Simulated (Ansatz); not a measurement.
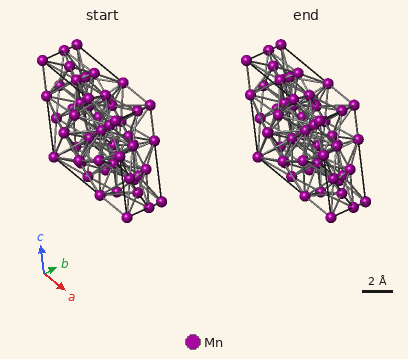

The structure of a crystal of Mn (built on the alpha type) before (left) and after (right) a relaxation, at one scale.

The picture is a ball-and-stick view of the cell of the calculation, seen slightly off an axis.

Computed with DFT r2SCAN, scalar-relativistic, plane waves, PAW in Ansatz 0.2.0.

Input
```yaml
crystal:
  lattice:
    - [-4.3193457341, 4.3193457341, 4.3193457341]
    - [4.3193457341, -4.3193457341, 4.3193457341]
    - [4.3193457341, 4.3193457341, -4.3193457341]
  atoms:
    - { symbol: Mn, position: [0.0, 0.0, 0.0], spin: 3.5 }
    - { symbol: Mn, position: [0.368931915, 0.368931915, 0.368931915], spin: 3.5 }
    - { symbol: Mn, position: [0.0, 0.0, 0.631068085], spin: 3.5 }
    - { symbol: Mn, position: [0.0, 0.631068085, 0.0], spin: 3.5 }
    - { symbol: Mn, position: [0.631068085, 0.0, 0.0], spin: 3.5 }
    - { symbol: Mn, position: [0.1770257403, 0.8047252686, 0.8047252686], spin: 3.5 }
    - { symbol: Mn, position: [0.0, 0.3723004717, 0.1952747314], spin: 3.5 }
    - { symbol: Mn, position: [0.0, 0.1952747314, 0.3723004717], spin: 3.5 }
    - { symbol: Mn, position: [0.8229742597, 0.6276995283, 0.6276995283], spin: 3.5 }
    - { symbol: Mn, position: [0.8047252686, 0.1770257403, 0.8047252686], spin: 3.5 }
    - { symbol: Mn, position: [0.3723004717, 0.0, 0.1952747314], spin: 3.5 }
    - { symbol: Mn, position: [0.6276995283, 0.8229742597, 0.6276995283], spin: 3.5 }
    - { symbol: Mn, position: [0.1952747314, 0.0, 0.3723004717], spin: 3.5 }
    - { symbol: Mn, position: [0.8047252686, 0.8047252686, 0.1770257403], spin: 3.5 }
    - { symbol: Mn, position: [0.6276995283, 0.6276995283, 0.8229742597], spin: 3.5 }
    - { symbol: Mn, position: [0.3723004717, 0.1952747314, 0.0], spin: 3.5 }
    - { symbol: Mn, position: [0.1952747314, 0.3723004717, 0.0], spin: 3.5 }
    - { symbol: Mn, position: [0.7113939104, 0.3228296698, 0.3228296698], spin: 3.5 }
    - { symbol: Mn, position: [0.0, 0.3885642406, 0.6771703302], spin: 3.5 }
    - { symbol: Mn, position: [0.0, 0.6771703302, 0.3885642406], spin: 3.5 }
    - { symbol: Mn, position: [0.2886060896, 0.6114357594, 0.6114357594], spin: 3.5 }
    - { symbol: Mn, position: [0.3228296698, 0.7113939104, 0.3228296698], spin: 3.5 }
    - { symbol: Mn, position: [0.3885642406, 0.0, 0.6771703302], spin: 3.5 }
    - { symbol: Mn, position: [0.6114357594, 0.2886060896, 0.6114357594], spin: 3.5 }
    - { symbol: Mn, position: [0.6771703302, 0.0, 0.3885642406], spin: 3.5 }
    - { symbol: Mn, position: [0.3228296698, 0.3228296698, 0.7113939104], spin: 3.5 }
    - { symbol: Mn, position: [0.6114357594, 0.6114357594, 0.2886060896], spin: 3.5 }
    - { symbol: Mn, position: [0.3885642406, 0.6771703302, 0.0], spin: 3.5 }
    - { symbol: Mn, position: [0.6771703302, 0.3885642406, 0.0], spin: 3.5 }
basis:
  ecutwfc: 500
  ecutrho_ratio: 4
kpoints:
  mp_grid: { grid: [6, 6, 6] }
hamiltonian:
  xc: r2scan
scf:
  occupations: { method: gaussian, width: 0.05 }
output:
  forces: true
  stress: true
  eigenvalues: true
  populations: true
magnetization:
  spin_polarized: true
relax:
  f_tol: 0.02
  max_steps: 40
```

Summarise the run.

After 3 geometry steps the energy has fallen by 15.3 meV per atom. The largest force component goes from 0.6 to 0.0098 eV/Å. The largest moves, 0.10 Å, are those of Mn2, Mn3, Mn4 and Mn5. Mn5 goes along +a. The cell doesn't change. Among the contacts that change: Mn1–Mn2 2.760 → 2.657 Å, Mn10–Mn17 2.386 → 2.320 Å, Mn2–Mn12 2.787 → 2.850 Å, Mn10–Mn12 2.163 → 2.224 Å. The space group stays I-43m (No. 217). The program noted that the starting moments weren't kept.
